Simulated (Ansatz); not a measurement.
## Run report: LiF, band-structure calculation

The run: band-structure calculation of LiF (2 atoms in the cell). Method and program: DFT, r2SCAN, plane waves, PAW, no spin polarisation (Ansatz 0.2.0).

The structure was built on a prototype by a generator. The geometry comes from this level: r2SCAN (a point of a series of strains). It belongs to a series of runs on one base structure; here: epitaxial_111 strain +4.0%. Figures and captions count atoms from 1; the log counts them from 0 in places.

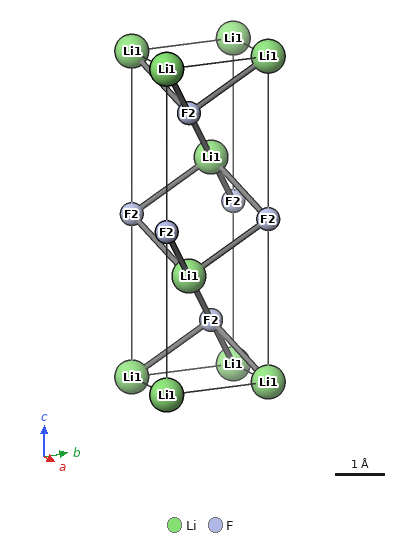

The structure as given in the input (ball-and-stick view of the cell 3 times as large as that of the calculation, set on its symmetry axes, seen slightly off an axis; atoms are numbered from 1 in the order of the input). An atom can appear more than once, as a periodic image. Near neighbours in the periodic cell (some may lie outside the picture): Li has 6 F at 2.04 Å; F has 6 Li at 2.04 Å.

**Results in brief**

- outcome: converged
- space group (tolerance 0.01 Å): R-3m (166)
- electrons treated: 10
- free energy: −1018.3052 eV
- Fermi energy: 0.291 eV
- gap on the k-point mesh: 9.56 eV
- pressure: −4.19 GPa
- largest force (length of the vector): under 0.001 eV/Å
- hardware: 2 threads of AMD EPYC (Zen 3), 288 GiB of memory available, shared host
- wall time: 1.4 s (CPU time 2.5 s)
- peak memory: 0.56 GiB

**Input**
```yaml
crystal:
  lattice:
    - [-0.074152927, 2.00051368, 2.00051368]
    - [2.00051368, -0.074152927, 2.00051368]
    - [2.00051368, 2.00051368, -0.074152927]
  atoms:
    - { symbol: Li, position: [0.0, 0.0, 0.0] }
    - { symbol: F, position: [0.5, 0.5, 0.5] }
kpoints:
  mp_grid: { grid: [10, 10, 10] }
  band_path:
    path:
      - [0.0, 0.0, 0.0]
      - [0.5, 0.0, 0.5]
      - [0.625, 0.25, 0.625]
      - [0.375, 0.375, 0.75]
      - [0.5, 0.5, 0.5]
      - [0.5, 0.25, 0.75]
    npoints: 1
hamiltonian:
  xc: r2scan
scf:
  occupations: { method: fixed }
  n_extra_bands: 4
output:
  forces: true
  stress: true
  eigenvalues: true
  write_density: true
  write_potential: true
  elf: true
  volumetric_format: npy
```

Launch command:
```bash
ansatz run input.yaml --threads 2 --pin off --max-ram 20275MiB --backend cpu --events-out ev --progress --plain --runs-dir out
```

**What the program printed**
```
scf.n_extra_bands = 4 over 5 filled bands (N_el = 10.0): the run solves 9 bands
Engine: ansatz 0.2.0, x86_64-unknown-linux-gnu
Pseudopotentials: kind: paw
Pseudopotential: Li, paw, valence charge 3, recommended cutoff 500 eV (meta_gga), Li.paw.azcp
Pseudopotential: F, paw, valence charge 7, recommended cutoff 500 eV (meta_gga), F.paw.azcp
Functional definition: r2SCAN
  parameter k0 = 0.174
  parameter k1 = 0.065
  parameter a1 = 4.9479
  exchange = r2scan_x(k0 = k0, k1 = k1, a1 = a1)
  correlation = r2scan_c
Crystal: 2 atoms, lattice volume = 16.902 Å³
Basis set: ecut = 500 eV, 435 PW (Γ), exchange–correlation on 96×96×96 points (64 copies of the dense FFT grid, shifted against one another)
Bands: 9, of which v1, the nominal top of the filled ones, is band 5 counted from 1 (4 counted from 0)
Symmetry: 12 space group operations
Space group: R-3m (ITA 166), of the structure as read, at distance tolerance 2.6e-5 Å
k-points: 116 of 1000
Non-local potential: Li, projectors of the file, l = 0: 3, l = 1: 2, l = 2: 1
Non-local potential: F, projectors of the file, l = 0: 2, l = 1: 2, l = 2: 1
PAW form: soft (Blöchl's): semilocal exchange-correlation on the pseudo side does not see the compensation charge
PAW frozen core: F, regenerated for the run's functional (the file was generated under x = pbe(κ = 0.804, μ = 0.2195149727645171), c = pbe(β = 0.06672455060314922))
PAW one-centre angular grid: Li, 302 points (default); XC on 327 of its mesh's 2665 points in the sphere
PAW one-centre angular grid: F, 302 points (default); XC on 160 Gauss nodes
Initial density: superposition of atomic densities (neutral atoms: chi_scale 0, normalization atom), corrected by the library's trained network
Initial wavefunctions: pseudopotential atomic-orbital guess
Functional: x = r2scan, c = r2scan; τ floored in thin density (d = 2e-4 eV/Å³)
SCF iter   1: F=—  HF=-1018.263065 eV  |F-HF|=—  |Δ(HF+E_count)|=         —  Δρ=7.74e-3  dr2=9.16e-3  dr2_τ=3.15e-2  ethr=1.77e-3  ⟨swp⟩=4.0  Hψ=6105  notcnv=0  defer=151
preconditioner: auto → none  [insulator: Δε(μ)=9.735 eV  Ē_g=24.149 eV  n_scr=0 (ndim 8)  ℏωp=25.5 eV  f_vac=0.000  ε∞_Penn≈2.1]
SCF iter   2: F=—  HF=-1018.305302 eV  |F-HF|=—  |Δ(HF+E_count)|=   4.22e-2  Δρ=4.60e-3  dr2=8.98e-4  dr2_τ=3.22e-4  ethr=9.16e-5  ⟨swp⟩=3.0  Hψ=2878  notcnv=0  defer=226
SCF iter   3: F=—  HF=-1018.305207 eV  |F-HF|=—  |Δ(HF+E_count)|=   9.48e-5  Δρ=1.53e-3  dr2=1.84e-4  dr2_τ=3.07e-5  ethr=8.98e-6  ⟨swp⟩=2.6  Hψ=1662  notcnv=0  defer=231
SCF iter   4: F=—  HF=-1018.305172 eV  |F-HF|=—  |Δ(HF+E_count)|=   3.48e-5  Δρ=5.74e-4  dr2=2.37e-5  dr2_τ=3.83e-6  ethr=1.84e-6  ⟨swp⟩=1.2  Hψ=1066  notcnv=0  defer=145
SCF iter   5: F=—  HF=-1018.305167 eV  |F-HF|=—  |Δ(HF+E_count)|=   4.95e-6  Δρ=1.11e-4  dr2=7.00e-7  dr2_τ=1.58e-7  ethr=2.37e-7  ⟨swp⟩=1.0  Hψ=1044  notcnv=0
SCF iter   6: F=-1018.305167 eV  HF=-1018.305167 eV  |F-HF|=1.42e-8  |Δ(HF+E_count)|=   5.83e-8  Δρ=1.40e-5  dr2=8.57e-9  dr2_τ=3.10e-9  ethr=1.00e-9  ⟨swp⟩=7.7  Hψ=6506  notcnv=0
SCF 1 converged in 6 iterations: F = -1018.305167 eV  dr2 = 8.57e-9
  greatest PAW one-centre occupation: 0.999 electrons in one spin orbital (limit 2), on the Li atom at site 0 (counted from 0), in its partial waves of l = 0
```

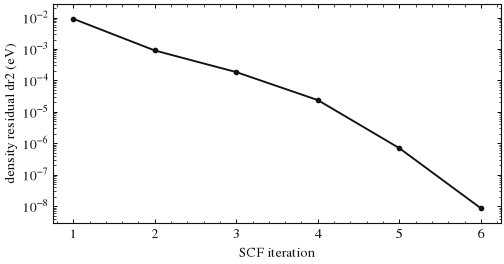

Convergence of the self-consistent field: density residual dr2 against the SCF iteration. The residual falls at every step.

```
NSCF: frozen V_eff on 6 k-points
SCF converged after 6 iterations
Free energy (F): -1018.305167 eV
Harris-Foulkes:  -1018.305167 eV  (|F-HF|=1.42e-8)
Internal energy: -1018.305167 eV  (E = F + TS)
E sigma→0 (E₀):  -1018.305167 eV
Fermi energy:    0.291500 eV
--- Per-component energies (eV) ---
  E_band       = -130.634428
  E_kinetic    = 231.720532
  E_local      = -652.445267  (includes V_loc(G=0)·N_el)
  E_nonlocal   = 39.563906
  E_hartree    = 229.706396
  E_xc         = -90.939131
  E_vxc        = -133.121014  (∫ρ·V_xc dr)
  E_paw        = -224.968624  (= ΣΔE_a)
  E_vpaw       = -85.501885  (= ΣTr[D̂ρ^β])
  E_aug_tail   = 0.000889  (compensation charges beyond the density's cutoff)
  E_vtau       = 9.734939  (kinetic-family band-sum trace: ∫τ·v_τ [+ j·A + Jᵃ·Aᵃ] dr)
  E_ewald      = -550.912478
  E_core_change = -0.031392  (= ΣΔE_core)
  E_smearing   = -0.000000  (= −TS)
  E_closure    = -0.000000  (closes the sum)
  Σ components = -1018.305167   (vs F -1018.305167, Δ=0.00e0)
--- Forces (eV/Å), atoms counted from 1 ---
  atom   1  Li     0.00000000    -0.00000000     0.00000000
  atom   2  F      0.00000000    -0.00000000    -0.00000000
  max |Σ_I F_I| component: 6.38e-30 eV/Å
--- Stress (GPa, compression-positive) ---
       -4.186988       2.094011       2.094011
        2.094011      -4.186988       2.094011
        2.094011       2.094011      -4.186988
  P = ⅓ Tr σ = -4.1870 GPa (-41.870 kbar)
--- Band table (eV; the first three rows and the last of 116) ---
  k-point 0: bands = ["-41.8945", "-20.9039", "0.0290", "0.0290", "0.2915", "9.8487", "24.7920", "24.7920", "25.0499"]
  k-point 1: bands = ["-41.8901", "-20.8699", "-0.2217", "0.0130", "0.2468", "10.1457", "22.0514", "23.6929", "24.4050"]
  k-point 2: bands = ["-41.8783", "-20.7793", "-0.8652", "-0.0281", "0.1744", "10.8309", "19.6399", "22.3153", "22.9876"]
  k-point 115: bands = ["-41.8384", "-20.4153", "-2.2627", "-0.2580", "-0.2580", "11.5776", "18.3038", "19.4261", "19.4261"]
```

**File bands.tsv**
```
# k_distance	band_0	band_1	band_2	band_3	band_4	band_5	band_6	band_7	band_8
# fermi_ev = 0.291500
# lock_threshold_ev = 1e-6
# [0, 0, 0] at k_distance = 0.000000
# [0.5, 0, 0.5] at k_distance = 1.543388
# [0.625, 0.25, 0.625] at k_distance = 2.099165
# [0.375, 0.375, 0.75] at k_distance = 3.026458
# [0.5, 0.5, 0.5] at k_distance = 3.953752
# [0.5, 0.25, 0.75] at k_distance = 5.024498
# levels_relative_to = fermi_ev
# free_energy_ev = -1018.305167
# largest_residual_norms_ev = 1.033e-4 5.027e-4 3.074e-4 9.646e-4 6.504e-4 1.084e-3 6.857e-4 8.914e-4 1.114e-3
0.000000	-42.186050	-21.195393	-0.262525	-0.262525	0.000000	9.557197	24.500463	24.500463	24.758440
1.543388	-42.124087	-20.559604	-3.014378	-1.281449	-0.963278	15.470165	17.106112	18.228384	20.762473
2.099165	-42.123349	-20.581617	-2.516308	-1.598990	-1.006450	14.988684	15.690269	19.388010	20.194347
3.026458	-42.123349	-20.581617	-2.516308	-1.598990	-1.006450	14.988684	15.690269	19.388010	20.194347
3.953752	-42.129854	-20.706836	-2.554241	-0.549509	-0.549509	11.286113	18.012301	19.134587	19.134587
5.024498	-42.123170	-20.581349	-2.177845	-2.090191	-0.947068	15.516793	15.977445	18.240084	20.042753
```

**File rho_z.tsv**
```
# z_ang	rho[e/angstrom^3]
# format = ansatz-planar-average/11
# lattice	-0.074152927	2.000513680	2.000513680
# lattice	2.000513680	-0.074152927	2.000513680
# lattice	2.000513680	2.000513680	-0.074152927
# sites	2
# site	3	0.000000000	0.000000000	0.000000000
# site	9	1.963437217	1.963437217	1.963437217
0.000000	5.411683e-1
0.117922	5.055272e-1
0.235844	4.161731e-1
0.353766	3.159698e-1
0.471688	2.497696e-1
0.589609	2.440711e-1
0.707531	3.049237e-1
0.825453	4.301279e-1
0.943375	6.141251e-1
1.061297	8.370030e-1
1.179219	1.056123e0
1.297141	1.217131e0
1.415063	1.276263e0
1.532984	1.217131e0
1.650906	1.056123e0
1.768828	8.370030e-1
1.886750	6.141251e-1
2.004672	4.301279e-1
2.122594	3.049237e-1
2.240516	2.440711e-1
2.358438	2.497696e-1
2.476360	3.159698e-1
2.594281	4.161731e-1
2.712203	5.055272e-1
```

**File v_z.tsv**
```
# z_ang	v_es[eV]	v_tot[eV]
# format = ansatz-planar-average/11
# xc	r2scan
# density_cutoff_ev	2000
# datasets	Li=:simpson_from_first_knot:soft	F=:simpson_from_first_knot:soft:shift=0
# lattice	-0.074152927	2.000513680	2.000513680
# lattice	2.000513680	-0.074152927	2.000513680
# lattice	2.000513680	2.000513680	-0.074152927
# sites	2
# site	3	0.000000000	0.000000000	0.000000000
# site	9	1.963437217	1.963437217	1.963437217
0.000000	5.867972e-1	-6.970904e0
0.117922	7.730572e-1	-6.806972e0
0.235844	1.305451e0	-6.388234e0
0.353766	2.064968e0	-5.812065e0
0.471688	3.007513e0	-5.082397e0
0.589609	3.699521e0	-4.823869e0
0.707531	3.616298e0	-5.688940e0
0.825453	2.934136e0	-7.289933e0
0.943375	1.963745e0	-9.089365e0
1.061297	9.417112e-1	-1.079525e1
1.179219	1.297392e-1	-1.209663e1
1.297141	-3.440469e-1	-1.282608e1
1.415063	-4.934290e-1	-1.304613e1
1.532984	-3.440469e-1	-1.282608e1
1.650906	1.297392e-1	-1.209663e1
1.768828	9.417112e-1	-1.079525e1
1.886750	1.963745e0	-9.089365e0
2.004672	2.934136e0	-7.289933e0
2.122594	3.616298e0	-5.688940e0
2.240516	3.699521e0	-4.823869e0
2.358438	3.007513e0	-5.082397e0
2.476360	2.064968e0	-5.812065e0
2.594281	1.305451e0	-6.388234e0
2.712203	7.730572e-1	-6.806972e0
```

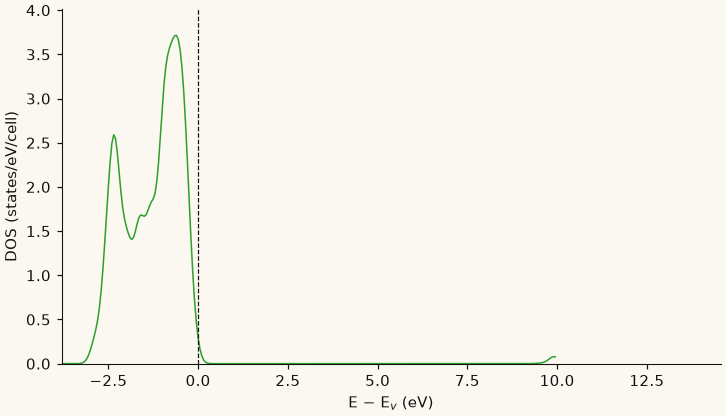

Density of states (the curve is built from the levels of the k mesh with Gaussians 0.3 eV wide, which also blur the band edges), with energies from the valence-band top. There is a gap of 9.56 eV on the k-point mesh. Small ripples come from the finite k-point mesh.

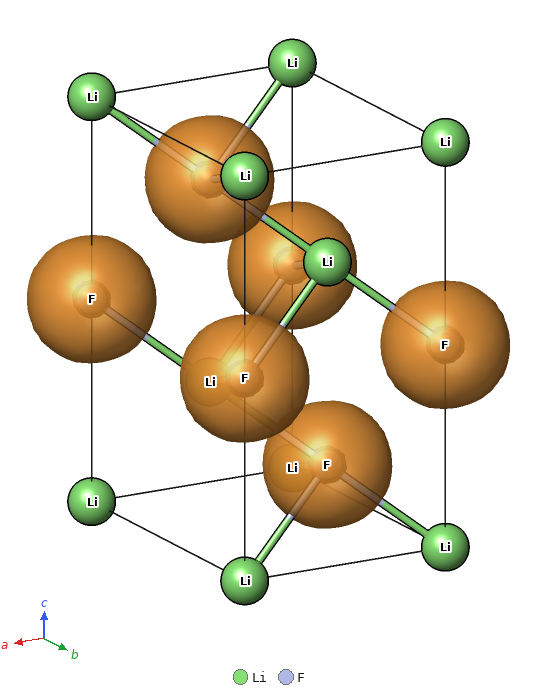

Isosurface of the ELF at 0.65 (orange), seen at an oblique angle. Core shells and regions of very low density are left out. Sticks mark near contacts. The outline is the cell set on symmetry axes. Profiles from the grid: Li–F (2.04 Å): the ELF is about 0.40 at the midpoint. Core electrons are frozen (PAW), so the fields are smoothed inside the atomic spheres.

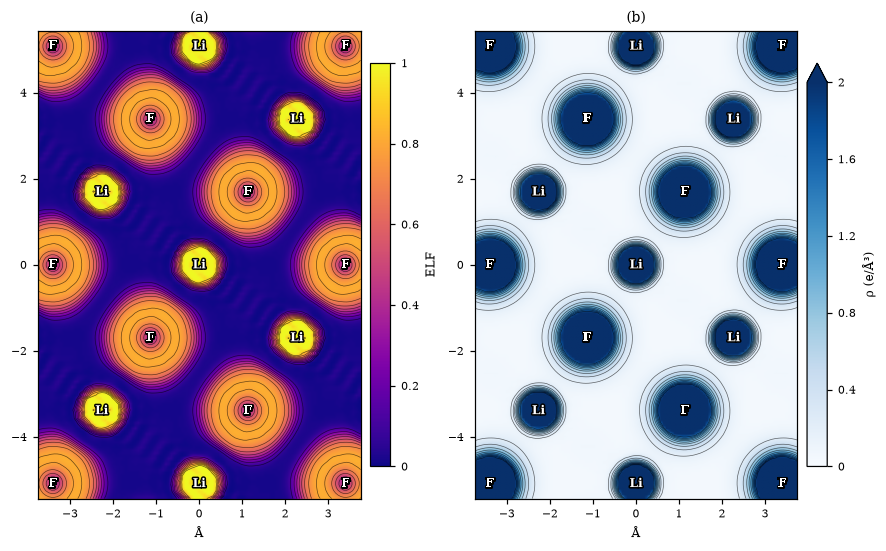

(a) electron localisation function; (b) valence electron density on the (110) plane of the conventional cell. The section cuts through Li and F sites. Li–F (2.04 Å): ρ at the midpoint is about 0.25 e/Å³; the ELF is about 0.40 at the midpoint. Away from the nuclei the density in this plane falls to 0.03 e/Å³ at its lowest. The strong features right at Li lie inside the PAW spheres (semicore, d or f shells) and say nothing about bonding.

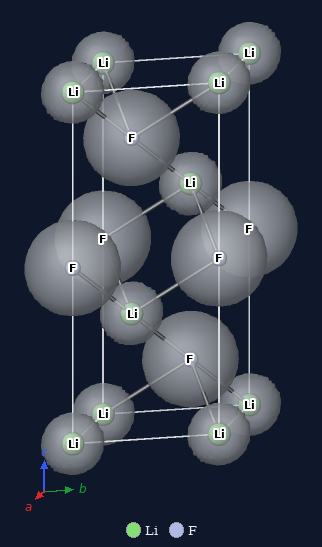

Isosurface of the valence electron density at 0.4 e/Å³ (grey), seen slightly off an axis. Sticks mark near contacts. The outline is the cell set on symmetry axes. At this value the density breaks into separate islands; it holds about 85 % of the electrons treated as valence (semicore included). It is pinched off along the Li–F (2.04 Å) contacts. On the grid the lowest density along these lines, outside the cores, is 0.18 e/Å³ (Li–F, 2.04 Å).
